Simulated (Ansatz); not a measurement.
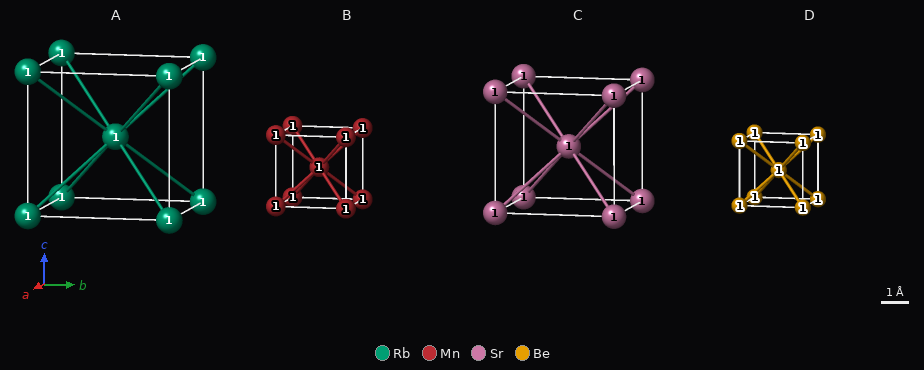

One structure type (space group Im-3m for the parent) with different elements on its sites, each relaxed in cell and atoms to zero pressure (within 0.1 GPa). Style: ball-and-stick. Shown: the conventional cell (2 times the calculation's cell), slightly off an axis. Lengths and directions refer to the drawn axes.

Theory: Ansatz, DFT PBEsol, scalar-relativistic, plane waves, PAW. Settings: plane-wave cutoff 420 eV; occupations gaussian; smearing width 0.1 eV. The k-mesh is chosen for each cell (10×10×10, 22×22×22, 12×12×12, 24×24×24). Spin polarisation is switched on in some of the runs only.

Question: Give the formulas, and rank the crystals by volume per atom, smallest first.

Answer: D = Be (7.8 Å³), B = Mn (10.5 Å³), C = Sr (50.9 Å³), A = Rb (86.2 Å³).

Question: Which have a band gap?

Answer: Rb: metallic; Mn: metallic; Sr: metallic; Be: metallic.
